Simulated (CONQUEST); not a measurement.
# Single-point calculation at one volume of an equation of state, with input and output: AlN

The run: single-point calculation at one volume of an equation of state of AlN (F-43m, 4 atoms in the cell). Method and program: Kohn-Sham DFT of a periodic cell, PBE, PseudoDojo NC PBE, no spin polarisation (CONQUEST 1.3).

The structure derives from a Materials Project entry. It belongs to a series of runs on one base structure; here: volume scaled by 1.06.

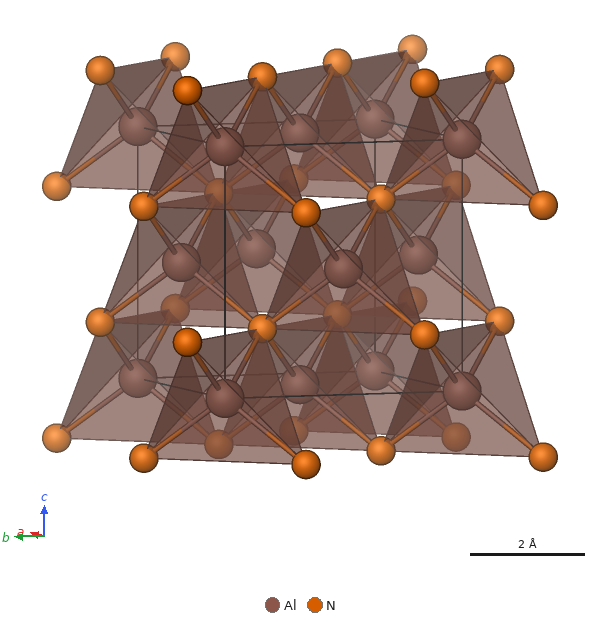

The structure (polyhedral view of the cell 2 times as large as that of the calculation, set on its symmetry axes, seen at an oblique angle; polyhedra are completed across the faces of the cell).

## The input
```
IO.Title AlN
IO.Coordinates coords.dat
IO.FractionalAtomicCoords T
IO.Iprint 2
IO.Iprint_init 1
General.NumberOfSpecies 2
General.PseudopotentialType hamann
AtomMove.TypeOfRun static
AtomMove.FullStress T
Grid.PointsAlongX 36
Grid.PointsAlongY 36
Grid.PointsAlongZ 48
DM.SolutionMethod diagon
Diag.MPMesh T
Diag.GammaCentred T
Diag.MPMeshX 9
Diag.MPMeshY 9
Diag.MPMeshZ 6
Diag.kT 0.00183747
minE.SCTolerance 1e-6
SC.MaxIters 100
IO.AtomChargeOutput T
%block ChemicalSpeciesLabel
1 26.980 Al
2 14.010 N
%endblock
```

Machine: 1 thread of Intel Xeon @ 2.90GHz (Ice Lake), 16 GiB of memory available, shared host.

Command:
```bash
Conquest
```

## Output
```
Simulation cell dimensions:     5.9511 a0 x     5.9511 a0 x     8.4162 a0

      Atomic coordinates (a0)
         Atom         X         Y         Z  Species
            1    0.0000    0.0000    0.0000        1
            2    2.9756    2.9756    4.2081        1
            3    0.0000    2.9756    6.3121        2
            4    2.9756    0.0000    2.1040        2

         Monkhorst-Pack mesh:   9 x   9 x   6 gamma-centred
        This calculation includes non-local pseudopotentials,
         with a maximum core radius of      8.23709393

    Job title: AlN
    Job to be run: static calculation

    Ground state search:
      Support functions represented with PAO basis
      1:1 PAO to SF mapping
      Non-spin-polarised electrons
      Solving for the K matrix using diagonalisation
      Using Fermi-Dirac smearing

    Integration grid size:     36 x   36 x   48

    Integration grid spacing:  0.165 a0 x 0.165 a0 x 0.175 a0

    Number of species:  2
    --------------------------------------------------------
    |   #  mass (au)  Charge (e)  SF Rad (a0)  NSF  Label  |
    --------------------------------------------------------
    |   1     26.980       3.000        8.416    8  Al     |
    |   2     14.010       5.000        5.786    8  N      |
    --------------------------------------------------------
          SCF tolerance:                 0.00000100
          SCF iterations:               100

    The functional used will be GGA PBE96

           radial cut-off to be used is taken to be max PAO cut-off radius for this species:    8.237094

           greatest ang. mom. for making density from PAOs:  1

           radial cut-off to be used is taken to be max PAO cut-off radius for this species:    5.483972

           greatest ang. mom. for making density from PAOs:  1
    Minimum blocs/proc is      972. Maximum blocs/proc is      972
    set_atom_dens: In set_atomic_density, electrons :      16.000000000000
 matrix_size & matrix_size_padH =           32          32

    Screened ion int: energy:     -17.111727882496 Ha

    new_SC_potl: Starting.  Tolerance:  0.10000E-05

    PulayMixSC: Starting Pulay mixing, A_up =  0.500 A_dn =  0.500
    PulayMixSC: Spin non-polarised calculation.
          Harris-Foulkes Energy            :       -25.656793136473787 Ha
          (TS=0 as O(N) or entropic contribution is negligible)
          DFT Total Energy                 :       -25.253368406305128 Ha
          Total number of electrons        :        15.999999999999948
    PulayMixSC: Pulay iteration     1 residual:              0.18462E-01
          Harris-Foulkes Energy            :       -25.525134925612512 Ha
          (TS=0 as O(N) or entropic contribution is negligible)
          DFT Total Energy                 :       -25.471275302940771 Ha
          Total number of electrons        :        16.000019722114409
    PulayMixSC: Pulay iteration     2 residual:              0.91133E-02
          Harris-Foulkes Energy            :       -25.505448455671299 Ha
          (TS=0 as O(N) or entropic contribution is negligible)
          DFT Total Energy                 :       -25.505242532484566 Ha
          Total number of electrons        :        16.000024974633387
    PulayMixSC: Pulay iteration     3 residual:              0.23680E-02
          Harris-Foulkes Energy            :       -25.505424675913822 Ha
          (TS=0 as O(N) or entropic contribution is negligible)
          DFT Total Energy                 :       -25.505420395778465 Ha
          Total number of electrons        :        16.000038373607765
    PulayMixSC: Pulay iteration     4 residual:              0.18212E-03
          Harris-Foulkes Energy            :       -25.505421906424477 Ha
          (TS=0 as O(N) or entropic contribution is negligible)
          DFT Total Energy                 :       -25.505421741790776 Ha
          Total number of electrons        :        16.000037370005213
    PulayMixSC: Pulay iteration     5 residual:              0.25637E-04
          Harris-Foulkes Energy            :       -25.505421759420891 Ha
          (TS=0 as O(N) or entropic contribution is negligible)
          DFT Total Energy                 :       -25.505421754394870 Ha
          Total number of electrons        :        16.000037059254502
    PulayMixSC: Pulay iteration     6 residual:              0.22665E-05
          Harris-Foulkes Energy            :       -25.505421758096702 Ha
          (TS=0 as O(N) or entropic contribution is negligible)
          DFT Total Energy                 :       -25.505421757649295 Ha
          Total number of electrons        :        16.000037050867121
    PulayMixSC: Pulay iteration     7 residual:              0.74185E-06
    PulayMixSC: Reached SCF tolerance of  0.74185E-06 after      7 iterations
      | Number of electrons      =        16.000037
      |* band energy as 2Tr[K.H] =        -7.855708548776756 Ha
      |  screened ion-ion energy =       -17.111727882496105 Ha
      |  Ha correction           =        -1.251876553951544 Ha
      |  XC correction           =         0.713905965496295 Ha
      |* Harris-Foulkes energy   =       -25.505421758096702 Ha
      |* DFT total energy        =       -25.505421757649295 Ha
      |  estimated accuracy      =        -0.000000000447407 Ha

    force: Forces on atoms (Ha/a0)
    force:  Atom   X              Y              Z
    force:     1   0.0000000000  -0.0000000000   0.0000000000
    force:     2  -0.0000000000   0.0000000000   0.0000000000
    force:     3  -0.0000000000   0.0000000000   0.0000000000
    force:     4   0.0000000000  -0.0000000000   0.0000000000

    force: Maximum force :        0.00000000(Ha/a0) on atom         4 in z direction
    force: Force Residual:        0.00000000 Ha/a0
    force: Total stress:         -1.39798990     0.00000000     0.00000000 GPa
                             0.00000000    -1.39798990     0.00000000
                             0.00000000     0.00000000    -1.00317359
    force: Average pressure:      1.26638447 GPa

    force: Finished force
    get_E_and_F: Change in energy during last step of electronic optimisation:  0.13242E-08

    BIBLIOGRAPHY: Please consider citing the following references in the conquest.bib file

    CONQUEST:         Bowler2002pt, Miyazaki2004, Nakata2020
    Basis:            Bowler2019
    DM:               Bowler:2006xr
    Pseudopotentials: Hamann2013, Bowler2019
    XC functional:    Perdew1996
```

## File coords.dat
```
    5.9511446521     0.0000000000     0.0000000000
    0.0000000000     5.9511446521     0.0000000000
    0.0000000000     0.0000000000     8.4161894786
4
  0.0000000000   0.0000000000   0.0000000000 1 T T T
  0.5000000000   0.5000000000   0.5000000000 1 T T T
  0.0000000000   0.5000000000   0.7500000000 2 T T T
  0.5000000000   0.0000000000   0.2500000000 2 T T T
```

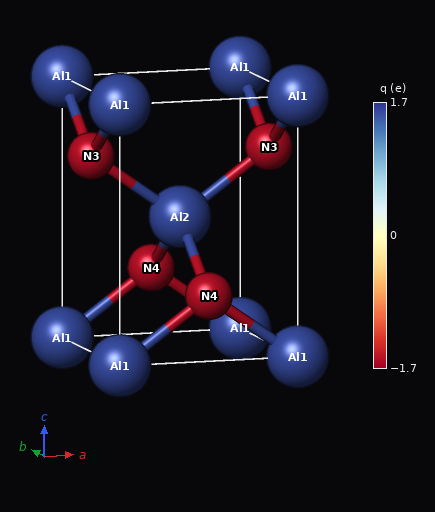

Mulliken charges, as the colour of each atom (ball-and-stick view of the cell of the calculation, seen slightly off an axis; atoms are numbered from 1 in the order of the input). By element: Al +1.57 and N −1.57 e.

## Summary

| quantity | value |
| --- | --- |
| outcome | converged |
| space group (tolerance 0.01 Å) | F-43m (216) |
| electrons treated | 16 |
| free energy | −694.0379 eV |
| Fermi energy | −7.261 eV |
| gap on the k-point mesh | 3.60 eV |
| pressure | 1.27 GPa |
| largest force (length of the vector) | under 0.001 eV/Å |
| wall time | 52 s |
| peak memory | 0.45 GiB |

## Notes

Points of doubt noted for this run: small atomic basis.
